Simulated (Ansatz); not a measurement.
Input of the run:

```
crystal:
  lattice:
    - [-1.61216753, 1.61216753, 1.61216753]
    - [3.22433507, -3.22433507, 3.22433507]
    - [1.61216753, 1.61216753, -1.61216753]
  atoms:
    - { symbol: W, position: [0.0, 0.0, 0.0] }
    - { symbol: W, position: [0.0, 0.5, 0.0] }
  symmetry: { tolerance: 0.0003 }
kpoints:
  mp_grid: { grid: [14, 7, 14], shift: [0, 0, 0] }
  band_path:
    path:
      - [0.0, 0.0, 0.0]
      - [0.5, -1.0, 0.5]
      - [0.0, 0.0, 0.5]
      - [0.0, 0.0, 0.0]
      - [0.25, 0.5, 0.25]
      - [0.5, -1.0, 0.5]
      - [0.25, 0.5, 0.25]
      - [0.0, 0.0, 0.5]
    npoints: 8
magnetization:
  spin_polarized: false
scf:
  occupations: { method: fermi_dirac }
  lower_state_search: "off"
  max_iter: 200
hamiltonian:
  pseudopotentials: { kind: paw }
  xc: r2scan
basis:
  ecutwfc: 500
  fft_grid_basis: typed
output:
  forces: true
  stress: true
  eigenvalues: true
  bader: true
  populations: true
  elf: true
  write_potential: true
  volumetric_format: npy
  dos:
    e_range: [-12, 8]
    de: 0.05
    projected: { site_lists: { W: [W] } }
checkpoint:
  read: saved_state
```

What does the calculation give for the electronic structure? The path is Γ–H–N–Γ–P–H–P–N.

A metal: 3 bands cross the Fermi level along this path. Bands cross the Fermi level on every line of the path. At Γ the nearest levels lie 1.24 eV below and 0.33 eV above the Fermi level. The density of states at the Fermi level is about 0.75 per eV and cell (mean within 0.25 eV), or 0.38 per atom.

The cell is at −15 GPa in this functional. Spin-orbit coupling is left out, which matters for W.

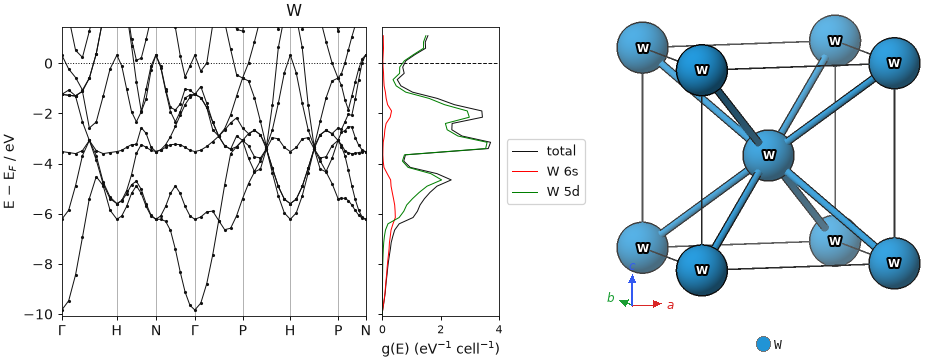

Band structure and density of states, beside the structure. Energies are counted from the Fermi level. The path runs straight from each named point to the next. The partial curves are projected on Löwdin-orthogonalised atomic shells.
